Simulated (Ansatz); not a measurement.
## GaN (P6_3mc): how ε∞ follows the gap

The empty bands of GaN (P6_3mc) are shifted up rigidly by Δ, and ε∞ along x is computed for each shift. x, y and z are the Cartesian axes of the input cell.

Symmetry: P6_3mc, No. 186, hexagonal system. The conventional cell has a = 3.180 Å, b = 3.180 Å, c = 5.166 Å, α = 90.00°, β = 90.00°, γ = 120.00°. Ga on site b is surrounded by 4 N at 1.94 to 1.95 Å. N on site b has 4 Ga at 1.94 to 1.95 Å as nearest neighbours.

Method: Ansatz 0.2.0, PBE, independent particles, k-mesh 9×9×5 with interpolation inside its cells, Gaussian parameter 0.1 eV.

Launch of the response step: `ansatz run input.yaml --threads 4 --pin off --max-ram 8192MiB --backend cpu --events-out ev --progress --plain --runs-dir out`. The series took 2.5 min in all, on 4 threads of Arm Neoverse V2, with other jobs on the host.

```tsv
Δ (eV)	ε∞ along x
0.00	5.879
0.40	5.614
0.80	?
1.20	5.177
1.60	4.994
2.00	4.829
```

With one effective transition at E₀ and fixed dipole strength, ε∞ − 1 = A/(E₀ + Δ), so 1/(ε∞ − 1) is linear in Δ.

Working, on the rows shown:

| x = Δ (eV) | y = 1/(ε∞ − 1) |
| --- | --- |
| 0 | 0.20496 |
| 0.4 | 0.216732 |
| 1.2 | 0.239406 |
| 1.6 | 0.250376 |
| 2 | 0.261165 |

Means: x̄ = 1.04, ȳ = 0.23453. Σ(x − x̄)(y − ȳ) = 0.07737, Σ(x − x̄)² = 2.752. Slope = 0.07737 / 2.752 = 0.02811; intercept = ȳ − slope · x̄ = 0.20529. Turned back into ε∞ along x, the line misses the rows shown by at most 0.0078.

Problem. Fill in the last column of the withheld row.

Solution. At x = 0.8 the line gives y = 0.22778, that is 5.390. The run gave 5.382, so the interpolation is off by 0.0082, 0.8 % of the range in the table.

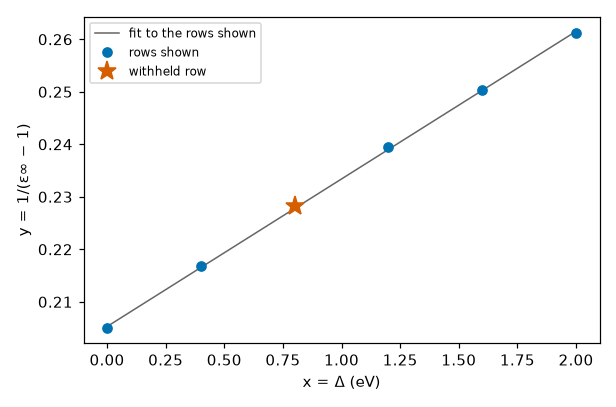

Refitted with all rows, the slope is 0.02808 and the intercept 0.20539. These give E₀ = intercept/slope = 7.3 eV, far above the least direct gap of 1.96 eV: most of the screening comes from transitions well over the edge. Over the first step ε∞ falls by 11 % per eV. The cell comes from an older database entry, whose edges can be off by a per cent or so. Excitons are left out and so are local fields; PBE gaps are as a rule too small. Spin-orbit coupling is left out.

[Logs are printed without paths, hosts, clocks, repeated set-up lines and the standing remarks that a program may print on its own settings, such as how far it seeks lower states.]
